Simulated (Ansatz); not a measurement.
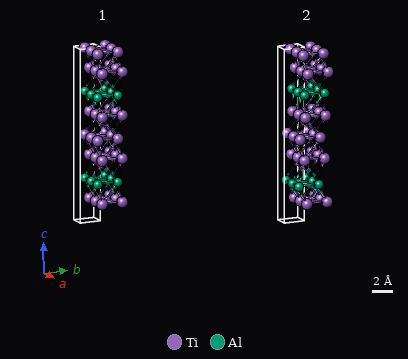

Two geometries of crystalline Ti$_{3}$Al (set up in P1), drawn at one scale. One is the start of a relaxation, the other its converged end. The picture is a ball-and-stick view of the cell of the calculation, repeated 3 × 2 × 1 with one cell outlined, seen slightly off an axis.

These are results of Ansatz 0.2.0, DFT PBEsol, scalar-relativistic, plane waves, PAW, not measurements. (plane-wave cutoff 420 eV; k-point mesh 12 × 12 × 2; occupations gaussian; smearing width 0.15 eV; no spin polarisation; cell and atoms relaxed; force threshold 0.01 eV/Å; at most 80 steps)

**Which one is relaxed?**

Structure 1 is the relaxed one. Case: a zone-boundary wave of random shape, sigma 0.15 Å; relaxed back. The largest moves relative to the cell, 0.38 Å, are those of Al atoms. By element the largest moves are Al 0.38 Å, Ti 0.37 Å. The drawn cell changes at constant volume: a 2.896 → 2.895 Å (0.0 %), b 2.896 → 2.894 Å (−0.1 %), c 18.279 → 18.280 Å (0.0 %). Near-neighbour distances that change, for instance: Al–Ti 3.286 → 2.839 Å, Al–Ti 2.406 → 2.839 Å, Al–Ti 3.183 → 2.839 Å, Al–Ti 2.497 → 2.839 Å. The space group (tolerance 0.01 Å) goes from P1 (No. 1) to P-6m2 (No. 187). After 4 accepted moves (5 points after the start) the energy has fallen by 136 meV per atom. Largest force component: 2.6 eV/Å at the start, 0.0015 eV/Å at the end. The pressure goes from 2.73 to 0.02 GPa. The SCF was repeated once at an unchanged geometry on a basis and grid sized afresh for the cell, which shifted the energy by less than 0.05 meV per atom at most.
